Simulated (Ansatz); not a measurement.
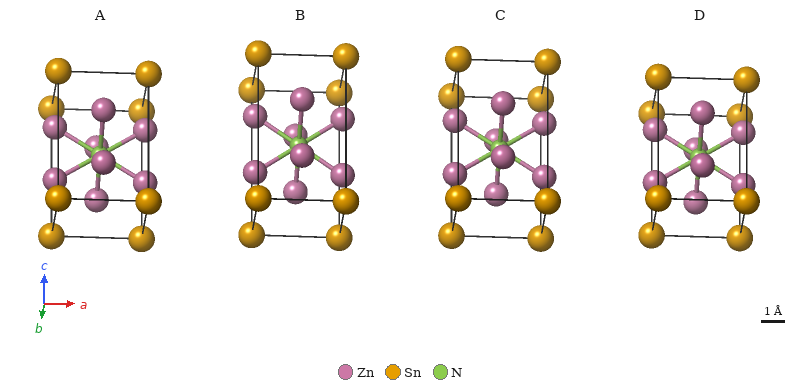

4 geometries from one relaxation of solid Zn₄SnN (a generated structure, set up in P4/mmm) (coarse preliminary run), in shuffled order. Style: ball-and-stick. Shown: the cell of the calculation, from a free direction.

Level of theory: DFT PBE, scalar-relativistic, plane waves, PAW (Ansatz 0.2.0). Set-up: plane-wave cutoff 420 eV; k-point mesh 4 × 4 × 4; occupations gaussian; smearing width 0.1 eV; no spin polarisation; cell and atoms relaxed; force threshold 0.04 eV/Å; at most 70 steps.

Question: Order the frames from highest to lowest energy.

Answer: D, A, C, B. They are steps 0, 1, 3, 10, at +223 meV per atom, +87.6 meV per atom, +18.1 meV per atom relative to the last. The largest moves relative to the cell, 0.16 Å, are those of Zn atoms. Sn and N stay in place. The drawn cell changes as follows: a = b 3.865 → 3.837 Å (−0.7 %), c 5.838 → 6.962 Å (+19.2 %); the volume changes by +17.5 %. Among the contacts that change: Sn–Zn 2.545 → 2.869 Å, N–Zn 2.309 → 2.345 Å. Bond angles that change, for instance: N–Zn–N 113.6° → 109.8°. The space group stays P4/mmm (No. 123). The energy falls by 223 meV per atom in 8 accepted moves (10 points after the start). Largest force component: 0.9 eV/Å at the start, 0.0056 eV/Å at the end. The pressure goes from 17.78 to −0.07 GPa. At 2 points the geometry stayed and the basis and grid were re-selected for the new cell (energy shift of 10.9 meV per atom at most each time).

Limits of the set-up: the k-point mesh is coarse for a cell with partly filled bands; layers or molecules are held without a dispersion correction, so their spacing is unreliable.
